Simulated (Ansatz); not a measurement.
**Gallium, alpha-Ga (Cmce) under r²SCAN: testing the cold (Marzari-Vanderbilt) smearing**

A convergence test of the cold (Marzari-Vanderbilt) smearing width. The geometry was relaxed under r²SCAN beforehand and stays fixed; 7 values are run, from 0.01 to 1.0 eV. Wanted are the values from which on the energy stays within 10 and 1 meV/atom, and the pressure within 0.5 GPa, of the narrowest run. Within the series other settings stay, but some runs also write fields, which adds to their time. Spin polarisation is left out.

Method: DFT r²SCAN, plane waves with PAW, scalar-relativistic, in Ansatz 0.2.0.

### Step 1. The structure to begin with

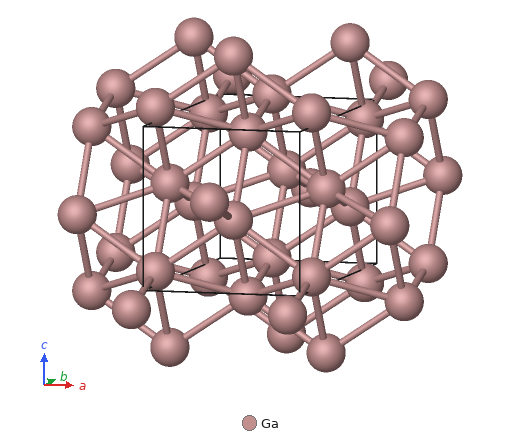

The structure, seen slightly off an axis (gallium pink). The conventional cell is drawn; the run uses a primitive one. Any atoms on the faces are drawn again on the opposite ones, and bonded neighbours outside are added.

Structure file:

```cif
data_structure
_symmetry_space_group_name_H-M 'Cmce'
_symmetry_Int_Tables_number 64
_cell_length_a 4.4637
_cell_length_b 7.5865
_cell_length_c 4.5346
_cell_angle_alpha 90.000
_cell_angle_beta 90.000
_cell_angle_gamma 90.000
_cell_volume 153.56
loop_
_atom_site_label
_atom_site_type_symbol
_atom_site_symmetry_multiplicity
_atom_site_Wyckoff_symbol
_atom_site_fract_x
_atom_site_fract_y
_atom_site_fract_z
_atom_site_occupancy
Ga1 Ga 8 f 0.50000 0.65577 0.08558 1
```

### Step 2. Run at 0.01 eV

The run at 0.01 eV.

input.yaml reads:

```yaml
crystal:
  lattice:
    - [2.23185017, -3.7932285796, 0.0]
    - [2.23185017, 3.7932285796, 0.0]
    - [0.0, 0.0, 4.5346411306]
  atoms:
    - { symbol: Ga, position: [0.8442341977, 0.1557658023, 0.0855794111] }
    - { symbol: Ga, position: [0.6557658023, 0.3442341977, 0.5855794111] }
    - { symbol: Ga, position: [0.1557658023, 0.8442341977, 0.9144205889] }
    - { symbol: Ga, position: [0.3442341977, 0.6557658023, 0.4144205889] }
hamiltonian:
  xc: r2scan
  pseudopotentials:
    kind: paw
    azcp:
      Ga: "pseudopotentials/Ga.paw.azcp"
basis:
  ecutwfc: 500
  fft_grid_basis: typed
kpoints:
  mp_grid: { grid: [8, 8, 7], shift: [0, 0, 0] }
magnetization:
  spin_polarized: false
scf:
  occupations: { method: cold, width: 0.01 }
  lower_state_search: "off"
output:
  stress: true
```

On the command line:

```
> ansatz run input.yaml --threads 2 --pin off --max-ram 5120MiB --backend cpu --events-out ev --progress --plain --runs-dir out
```

The log of the run (excerpt; [...] marks lines left out):

```text
Warning: RAYON_NUM_THREADS=2 ignored (pool sized by the plan → 2); use --threads N
[...]
Pseudopotentials: kind: paw
Pseudopotential: Ga, paw, valence charge 13, recommended cutoff 500 eV (meta_gga), <dir>
Functional definition: r2SCAN
[...]
Crystal: 4 atoms, lattice volume = 76.780 Å³
Basis set: ecut = 500 eV, 1945 PW (Γ), exchange–correlation on 144×144×144 points (64 copies of the dense FFT grid, shifted against one another)
Bands: 30, of which v1, the nominal top of the filled ones, is band 26 counted from 1 (25 counted from 0)
Symmetry: 8 space group operations
Space group: Cmce (ITA 64), of the structure as read, at distance tolerance 4.3e-5 Å
k-points: 84 of 448
[...]
SCF iter   1: F=—  HF=-15161.040506 eV  |F-HF|=—  |Δ(HF+E_count)|=         —  Δρ=1.12e-2  dr2=4.11e-2  dr2_τ=4.95e-3  ethr=1.77e-3  ⟨swp⟩=6.2  Hψ=9795  notcnv=0
[...]
SCF iter   7: F=-15161.063306 eV  HF=-15161.063306 eV  |F-HF|=1.56e-9  |Δ(HF+E_count)|=   9.97e-8  S|Δr|=    0.00e0  Δρ=2.53e-6  dr2=4.35e-9  dr2_τ=3.76e-11  ethr=1.92e-10  ⟨swp⟩=4.6  Hψ=9783  notcnv=0
[...]
SCF converged after 7 iterations
Stability not checked: this state was not tested for a lower state beside it, because cold or Methfessel-Paxton smearing, or corrected tetrahedra, fill the levels in a way that the test cannot read (fill_not_monotonic; see scf.lower_state_search)
Free energy (F): -15161.063306 eV
[...]
E sigma→0 (E₀):  -15161.063300 eV
Entropy (-TS):   -0.000020 eV (-0.005 meV/atom)
Fermi energy:    9.188151 eV
[...]
--- Stress (GPa, compression-positive) ---
       -0.009675       0.000000       0.000000
        0.000000      -0.121662       0.000000
        0.000000       0.000000       0.167933
  P = ⅓ Tr σ = 0.0122 GPa (0.122 kbar)
```

Run time: 14 s. Hardware: 2 threads of Arm Neoverse V1, shared host; peak memory 0.65 GiB.

### Step 3. Run at 0.03 eV

The run at 0.03 eV.

Edit input.yaml of step 2 so:

```diff
@@ -24,3 +24,3 @@
 scf:
-  occupations: { method: cold, width: 0.01 }
+  occupations: { method: cold, width: 0.03 }
   lower_state_search: "off"
```

On the command line:

```
> ansatz run input.yaml --threads 2 --pin off --max-ram 5120MiB --backend cpu --events-out ev --progress --plain --runs-dir out
```

The log of the run (excerpt; [...] marks lines left out):

```text
Warning: RAYON_NUM_THREADS=2 ignored (pool sized by the plan → 2); use --threads N
[...]
[... 3 set-up lines as earlier in the session ...]
[...]
Crystal: 4 atoms, lattice volume = 76.780 Å³
Basis set: ecut = 500 eV, 1945 PW (Γ), exchange–correlation on 144×144×144 points (64 copies of the dense FFT grid, shifted against one another)
Bands: 30, of which v1, the nominal top of the filled ones, is band 26 counted from 1 (25 counted from 0)
[... 2 set-up lines as earlier in the session ...]
k-points: 84 of 448
[...]
SCF iter   1: F=—  HF=-15161.040537 eV  |F-HF|=—  |Δ(HF+E_count)|=         —  Δρ=1.12e-2  dr2=4.11e-2  dr2_τ=4.96e-3  ethr=1.77e-3  ⟨swp⟩=6.0  Hψ=9815  notcnv=0
[...]
SCF iter   7: F=-15161.063358 eV  HF=-15161.063358 eV  |F-HF|=1.14e-8  |Δ(HF+E_count)|=   1.19e-7  S|Δr|=    0.00e0  Δρ=6.87e-6  dr2=5.89e-8  dr2_τ=2.30e-10  ethr=1.92e-10  ⟨swp⟩=4.9  Hψ=10597  notcnv=0
[...]
SCF converged after 7 iterations
Stability not checked: this state was not tested for a lower state beside it, because cold or Methfessel-Paxton smearing, or corrected tetrahedra, fill the levels in a way that the test cannot read (fill_not_monotonic; see scf.lower_state_search)
Free energy (F): -15161.063358 eV
[...]
E sigma→0 (E₀):  -15161.063339 eV
Entropy (-TS):   -0.000057 eV (-0.014 meV/atom)
Fermi energy:    9.191442 eV
[...]
--- Stress (GPa, compression-positive) ---
       -0.141281       0.000000       0.000000
        0.000000      -0.096847       0.000000
        0.000000       0.000000       0.256989
  P = ⅓ Tr σ = 0.0063 GPa (0.063 kbar)
```

It took 13 s on 2 threads of Arm Neoverse V1, shared host; peak memory 0.65 GiB.

### Step 4. Run at 0.1 eV

The run at 0.1 eV.

Edit input.yaml of step 3 so:

```diff
@@ -24,3 +24,3 @@
 scf:
-  occupations: { method: cold, width: 0.03 }
+  occupations: { method: cold, width: 0.1 }
   lower_state_search: "off"
```

On the command line:

```
> ansatz run input.yaml --threads 2 --pin off --max-ram 5120MiB --backend cpu --events-out ev --progress --plain --runs-dir out
```

The log of the run (excerpt; [...] marks lines left out):

```text
Warning: RAYON_NUM_THREADS=2 ignored (pool sized by the plan → 2); use --threads N
[...]
[... 3 set-up lines as earlier in the session ...]
[...]
Crystal: 4 atoms, lattice volume = 76.780 Å³
Basis set: ecut = 500 eV, 1945 PW (Γ), exchange–correlation on 144×144×144 points (64 copies of the dense FFT grid, shifted against one another)
Bands: 30, of which v1, the nominal top of the filled ones, is band 26 counted from 1 (25 counted from 0)
[... 2 set-up lines as earlier in the session ...]
k-points: 84 of 448
[...]
SCF iter   1: F=—  HF=-15161.041080 eV  |F-HF|=—  |Δ(HF+E_count)|=         —  Δρ=1.13e-2  dr2=4.15e-2  dr2_τ=4.97e-3  ethr=1.77e-3  ⟨swp⟩=5.3  Hψ=9750  notcnv=0
[...]
SCF iter   7: F=-15161.063735 eV  HF=-15161.063735 eV  |F-HF|=1.45e-8  |Δ(HF+E_count)|=   1.84e-7  S|Δr|=    0.00e0  Δρ=5.28e-6  dr2=4.10e-8  dr2_τ=2.02e-10  ethr=1.92e-10  ⟨swp⟩=3.0  Hψ=11671  notcnv=0
[...]
SCF converged after 7 iterations
Stability not checked: this state was not tested for a lower state beside it, because cold or Methfessel-Paxton smearing, or corrected tetrahedra, fill the levels in a way that the test cannot read (fill_not_monotonic; see scf.lower_state_search)
Free energy (F): -15161.063735 eV
[...]
E sigma→0 (E₀):  -15161.063421 eV
Entropy (-TS):   -0.000944 eV (-0.236 meV/atom)
Fermi energy:    9.200559 eV
[...]
--- Stress (GPa, compression-positive) ---
       -0.136152       0.000000       0.000000
        0.000000      -0.019371       0.000000
        0.000000       0.000000       0.106322
  P = ⅓ Tr σ = -0.0164 GPa (-0.164 kbar)
```

It took 14 s on 2 threads of Arm Neoverse V1, shared host; peak memory 0.65 GiB.

### Step 5. Run at 0.2 eV

The run at 0.2 eV.

Edit input.yaml of step 4 so:

```diff
@@ -24,3 +24,3 @@
 scf:
-  occupations: { method: cold, width: 0.1 }
+  occupations: { method: cold, width: 0.2 }
   lower_state_search: "off"
@@ -28 +28,5 @@
   stress: true
+  write_density: true
+  write_potential: true
+  elf: true
+  volumetric_format: npy
```

On the command line:

```
> ansatz run input.yaml --threads 2 --pin off --max-ram 5120MiB --backend cpu --events-out ev --progress --plain --runs-dir out
```

The log of the run (excerpt; [...] marks lines left out):

```text
Warning: RAYON_NUM_THREADS=2 ignored (pool sized by the plan → 2); use --threads N
[...]
[... 3 set-up lines as earlier in the session ...]
[...]
Crystal: 4 atoms, lattice volume = 76.780 Å³
Basis set: ecut = 500 eV, 1945 PW (Γ), exchange–correlation on 144×144×144 points (64 copies of the dense FFT grid, shifted against one another)
Bands: 32, of which v1, the nominal top of the filled ones, is band 26 counted from 1 (25 counted from 0)
[... 2 set-up lines as earlier in the session ...]
k-points: 84 of 448
[...]
SCF iter   1: F=—  HF=-15161.041525 eV  |F-HF|=—  |Δ(HF+E_count)|=         —  Δρ=1.13e-2  dr2=4.17e-2  dr2_τ=4.97e-3  ethr=1.77e-3  ⟨swp⟩=5.2  Hψ=10294  notcnv=0
[...]
SCF iter   7: F=-15161.064238 eV  HF=-15161.064238 eV  |F-HF|=1.54e-8  |Δ(HF+E_count)|=   2.13e-7  S|Δr|=    0.00e0  Δρ=5.61e-6  dr2=4.48e-8  dr2_τ=2.08e-10  ethr=1.92e-10  ⟨swp⟩=9.8  Hψ=20352  notcnv=0
the search or the solves at the SCF's close seem to have found levels that the self-consistency loop had missed (the run counts 1). By its estimate they hold under 1e-12 electrons; where the run keeps them, the occupations were computed again with them
[...]
SCF converged after 7 iterations
Stability not checked: this state was not tested for a lower state beside it, because cold or Methfessel-Paxton smearing, or corrected tetrahedra, fill the levels in a way that the test cannot read (fill_not_monotonic; see scf.lower_state_search)
Free energy (F): -15161.064238 eV
[...]
E sigma→0 (E₀):  -15161.064324 eV
Entropy (-TS):   0.000260 eV (0.065 meV/atom)
Fermi energy:    9.210326 eV
[...]
--- Stress (GPa, compression-positive) ---
       -0.061136       0.000000       0.000000
        0.000000       0.010448       0.000000
        0.000000       0.000000       0.003550
  P = ⅓ Tr σ = -0.0157 GPa (-0.157 kbar)
--- Band table (eV; the first three rows and the last of 84) ---
[...]
```

Wall time 18 s (2 threads of Arm Neoverse V1, shared host); peak memory 0.65 GiB.

### Step 6. Run at 0.3 eV

The run at 0.3 eV.

Edit input.yaml of step 5 so:

```diff
@@ -24,3 +24,3 @@
 scf:
-  occupations: { method: cold, width: 0.2 }
+  occupations: { method: cold, width: 0.3 }
   lower_state_search: "off"
@@ -28,5 +28 @@
   stress: true
-  write_density: true
-  write_potential: true
-  elf: true
-  volumetric_format: npy
```

On the command line:

```
> ansatz run input.yaml --threads 2 --pin off --max-ram 5120MiB --backend cpu --events-out ev --progress --plain --runs-dir out
```

The log of the run (excerpt; [...] marks lines left out):

```text
Warning: RAYON_NUM_THREADS=2 ignored (pool sized by the plan → 2); use --threads N
[...]
[... 3 set-up lines as earlier in the session ...]
[...]
Crystal: 4 atoms, lattice volume = 76.780 Å³
Basis set: ecut = 500 eV, 1945 PW (Γ), exchange–correlation on 144×144×144 points (64 copies of the dense FFT grid, shifted against one another)
Bands: 30, of which v1, the nominal top of the filled ones, is band 26 counted from 1 (25 counted from 0)
[... 2 set-up lines as earlier in the session ...]
k-points: 84 of 448
[...]
SCF iter   1: F=—  HF=-15161.041008 eV  |F-HF|=—  |Δ(HF+E_count)|=         —  Δρ=1.13e-2  dr2=4.15e-2  dr2_τ=4.96e-3  ethr=1.77e-3  ⟨swp⟩=5.0  Hψ=9121  notcnv=0
[...]
SCF iter   7: F=-15161.063728 eV  HF=-15161.063728 eV  |F-HF|=1.07e-8  |Δ(HF+E_count)|=   2.25e-7  S|Δr|=    0.00e0  Δρ=5.13e-6  dr2=3.66e-8  dr2_τ=1.55e-10  ethr=1.92e-10  ⟨swp⟩=3.0  Hψ=11689  notcnv=0
[...]
SCF converged after 7 iterations
Stability not checked: this state was not tested for a lower state beside it, because cold or Methfessel-Paxton smearing, or corrected tetrahedra, fill the levels in a way that the test cannot read (fill_not_monotonic; see scf.lower_state_search)
Free energy (F): -15161.063728 eV
[...]
E sigma→0 (E₀):  -15161.064401 eV
Entropy (-TS):   0.002020 eV (0.505 meV/atom)
Fermi energy:    9.214738 eV
[...]
--- Stress (GPa, compression-positive) ---
       -0.076578       0.000000       0.000000
        0.000000       0.111183       0.000000
        0.000000       0.000000      -0.119587
  P = ⅓ Tr σ = -0.0283 GPa (-0.283 kbar)
```

It took 14 s on 2 threads of Arm Neoverse V1, shared host; peak memory 0.65 GiB.

### Step 7. Run at 0.6 eV

The run at 0.6 eV.

Edit input.yaml of step 6 so:

```diff
@@ -24,3 +24,3 @@
 scf:
-  occupations: { method: cold, width: 0.3 }
+  occupations: { method: cold, width: 0.6 }
   lower_state_search: "off"
@@ -28 +28,5 @@
   stress: true
+  write_density: true
+  write_potential: true
+  elf: true
+  volumetric_format: npy
```

On the command line:

```
> ansatz run input.yaml --threads 2 --pin off --max-ram 5120MiB --backend cpu --events-out ev --progress --plain --runs-dir out
```

The log of the run (excerpt; [...] marks lines left out):

```text
Warning: RAYON_NUM_THREADS=2 ignored (pool sized by the plan → 2); use --threads N
band count auto-derived: 33 (N_el = 52.0; filled up to band 26; 32 by the electrons, moments and atoms)
[...]
[... 3 set-up lines as earlier in the session ...]
[...]
Crystal: 4 atoms, lattice volume = 76.780 Å³
Basis set: ecut = 500 eV, 1945 PW (Γ), exchange–correlation on 144×144×144 points (64 copies of the dense FFT grid, shifted against one another)
Bands: 33, of which v1, the nominal top of the filled ones, is band 26 counted from 1 (25 counted from 0)
[... 2 set-up lines as earlier in the session ...]
k-points: 84 of 448
[...]
SCF iter   1: F=—  HF=-15161.029590 eV  |F-HF|=—  |Δ(HF+E_count)|=         —  Δρ=1.13e-2  dr2=4.25e-2  dr2_τ=4.95e-3  ethr=1.77e-3  ⟨swp⟩=5.1  Hψ=10070  notcnv=0
[...]
SCF iter   7: F=-15161.051924 eV  HF=-15161.051924 eV  |F-HF|=9.34e-9  |Δ(HF+E_count)|=   2.68e-7  S|Δr|=    0.00e0  Δρ=5.21e-6  dr2=3.68e-8  dr2_τ=1.37e-10  ethr=1.92e-10  ⟨swp⟩=9.5  Hψ=21074  notcnv=0
[...]
SCF converged after 7 iterations
Stability not checked: this state was not tested for a lower state beside it, because cold or Methfessel-Paxton smearing, or corrected tetrahedra, fill the levels in a way that the test cannot read (fill_not_monotonic; see scf.lower_state_search)
Free energy (F): -15161.051924 eV
[...]
E sigma→0 (E₀):  -15161.070703 eV
Entropy (-TS):   0.056338 eV (14.084 meV/atom)
Fermi energy:    9.181137 eV
[...]
--- Stress (GPa, compression-positive) ---
       -0.306915       0.000000       0.000000
        0.000000       0.217200       0.000000
        0.000000       0.000000      -0.147369
  P = ⅓ Tr σ = -0.0790 GPa (-0.790 kbar)
--- Band table (eV; the first three rows and the last of 84) ---
[...]
```

Run time: 19 s. Hardware: 2 threads of Arm Neoverse V1, shared host; peak memory 0.66 GiB.

### Step 8. Run at 1.0 eV

The run at 1.0 eV.

Edit input.yaml of step 7 so:

```diff
@@ -24,3 +24,3 @@
 scf:
-  occupations: { method: cold, width: 0.6 }
+  occupations: { method: cold, width: 1.0 }
   lower_state_search: "off"
@@ -28,5 +28 @@
   stress: true
-  write_density: true
-  write_potential: true
-  elf: true
-  volumetric_format: npy
```

On the command line:

```
> ansatz run input.yaml --threads 2 --pin off --max-ram 5120MiB --backend cpu --events-out ev --progress --plain --runs-dir out
```

The log of the run (excerpt; [...] marks lines left out):

```text
Warning: RAYON_NUM_THREADS=2 ignored (pool sized by the plan → 2); use --threads N
band count auto-derived: 32 (N_el = 52.0; filled up to band 26; 30 by the electrons, moments and atoms)
[...]
[... 3 set-up lines as earlier in the session ...]
[...]
Crystal: 4 atoms, lattice volume = 76.780 Å³
Basis set: ecut = 500 eV, 1945 PW (Γ), exchange–correlation on 144×144×144 points (64 copies of the dense FFT grid, shifted against one another)
Bands: 32, of which v1, the nominal top of the filled ones, is band 26 counted from 1 (25 counted from 0)
[... 2 set-up lines as earlier in the session ...]
k-points: 84 of 448
[...]
SCF iter   1: F=—  HF=-15160.973699 eV  |F-HF|=—  |Δ(HF+E_count)|=         —  Δρ=1.11e-2  dr2=4.02e-2  dr2_τ=4.89e-3  ethr=1.77e-3  ⟨swp⟩=5.0  Hψ=9903  notcnv=0
[...]
SCF iter   7: F=-15160.994593 eV  HF=-15160.994593 eV  |F-HF|=1.53e-8  |Δ(HF+E_count)|=   2.29e-7  S|Δr|=    0.00e0  Δρ=6.03e-6  dr2=5.28e-8  dr2_τ=2.43e-10  ethr=1.92e-10  ⟨swp⟩=4.9  Hψ=10791  notcnv=0
[...]
SCF converged after 7 iterations
Stability not checked: this state was not tested for a lower state beside it, because cold or Methfessel-Paxton smearing, or corrected tetrahedra, fill the levels in a way that the test cannot read (fill_not_monotonic; see scf.lower_state_search)
Free energy (F): -15160.994593 eV
[...]
E sigma→0 (E₀):  -15161.050994 eV
Entropy (-TS):   0.169202 eV (42.301 meV/atom)
Fermi energy:    9.144684 eV
[...]
--- Stress (GPa, compression-positive) ---
       -0.403790       0.000000       0.000000
        0.000000       0.139759       0.000000
        0.000000       0.000000      -0.026676
  P = ⅓ Tr σ = -0.0969 GPa (-0.969 kbar)
```

Run time: 14 s. Hardware: 2 threads of Arm Neoverse V1, shared host; peak memory 0.66 GiB.

### Step 9. The series

Energies count from the run at 0.01 eV.

| smearing (eV) | F (meV/atom) | E(σ → 0) (meV/atom) | P (GPa) | SCF cycles | CPU time |
| --- | --- | --- | --- | --- | --- |
| 0.01 | 0.00 | 0.00 | 0.01 | 7 | 27 s |
| 0.03 | -0.01 | -0.01 | 0.01 | 7 | 26 s |
| 0.1 | -0.11 | -0.03 | -0.02 | 7 | 27 s |
| 0.2 | -0.23 | -0.26 | -0.02 | 7 | 36 s |
| 0.3 | -0.11 | -0.28 | -0.03 | 7 | 27 s |
| 0.6 | 2.85 | -1.85 | -0.08 | 7 | 37 s |
| 1.0 | 17.18 | 3.08 | -0.10 | 7 | 28 s |

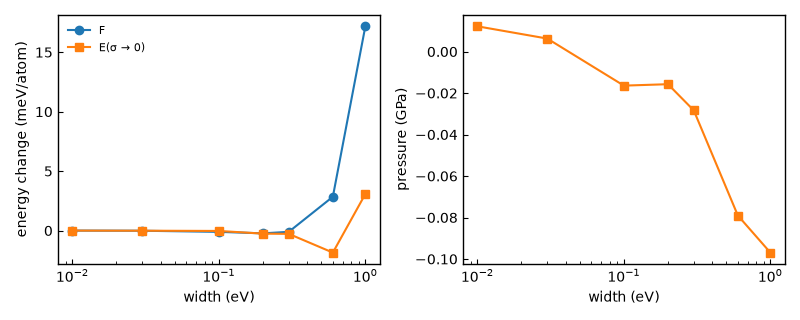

Energy and pressure against the cold (Marzari-Vanderbilt) smearing width.

### Step 10. Results

```
                                          quantity                       value
      E(σ → 0) stays within 10 meV/atom of 0.01 eV                up to 1.0 eV
                  E(σ → 0) stays within 1 meV/atom                up to 0.3 eV
                     pressure stays within 0.5 GPa                up to 1.0 eV
                               pressure at 0.01 eV                    0.01 GPa
energy of a separate run on a finer mesh (11×11×9)  -1.9 meV/atom from 0.01 eV
```

In words: The far end, 1.0 eV, lies +3.1 meV/atom and -0.1 GPa from the yardstick. The free energy F moves by +17.2 meV/atom over the range, and the estimate for σ → 0 by +3.1. This scheme cancels the term in the square of the width, so F moves little up to 0.2 eV. The mesh (8×8×7) is fixed, so the narrowest widths carry a k-point error of their own. The yardstick itself is unsettled by 1.9 meV/atom against the finer mesh, so the thresholds above hold only within this series, and wider smearing, which averages over more states, can land nearer the fine-mesh value than the narrowest does.
